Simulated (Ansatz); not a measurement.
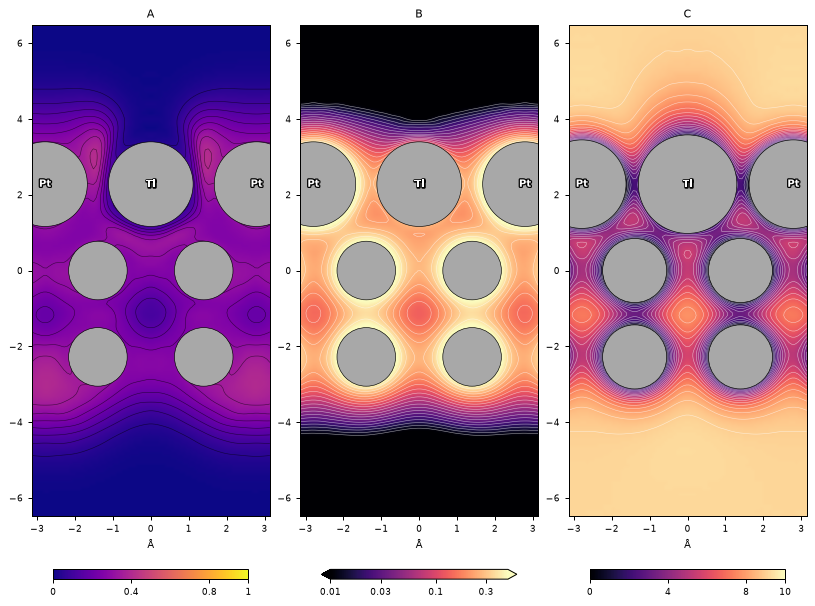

TiPt3 (slab): 3 fields on the (100) plane of the calculation cell, a cut from vacuum to vacuum, with unlabelled colour scales. Grey discs cover the atomic cores.

Not relaxed (largest force 0.8 eV/Å); computed without spin polarisation.

All numbers below come from Ansatz, DFT PBE, scalar-relativistic, plane waves, PAW.

Q: Which field does each panel show? The fields are: electron localisation function, electrostatic potential energy of an electron and valence pseudo-density.

A: Panel A: electron localisation function. Panel B: valence pseudo-density. Panel C: electrostatic potential energy of an electron (low next to the atoms, rising into the space between them). From the grid: Ti–Pt (2.79 Å): the density is about 0.3 e/Å³ at the midpoint; the ELF is about 0.35 at the midpoint.
